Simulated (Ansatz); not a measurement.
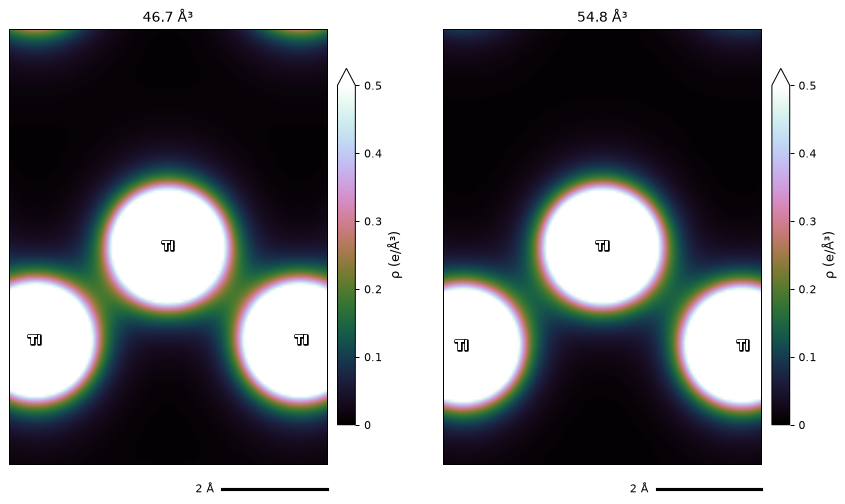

Tl. The valence pseudo-density of cells scaled evenly to different volumes (given per atom above each panel), on the (101̄) plane of each (indices in the axes of the cell below), at one length scale and on one colour scale.

A generated structure, not necessarily the stable one.

The calculation used DFT, BLYP, plane waves (420 eV) with PAW, scalar-relativistic in Ansatz 0.2.0.

In a PAW calculation such maps are meaningful between the atoms, not at the nuclei.

The largest cell:

```xyz
2
Lattice="0.0000 3.7989 3.7989 3.7989 0.0000 3.7989 3.7989 3.7989 0.0000" Properties=species:S:1:pos:R:3 pbc="T T T"
Tl    0.9497    0.9497    0.9497
Tl    6.6480    6.6480    6.6480
```

| volume (Å³/atom) | Tl–Tl contact in the plane (Å) | ρ at its midpoint (e/Å³) | 
| --- | --- | --- |
| 46.70 | 3.119 | 0.192 | 
| 50.76 | 3.207 | ? | 
| 54.82 | 3.290 | 0.145 | 

### Estimate the missing row, and compare with the calculation.

Over the known rows ln ρ falls by 1.64 per Å of Tl–Tl distance (the line through the two), which gives 0.166 e/Å³ at 3.207 Å; the calculation gives 0.166 e/Å³.
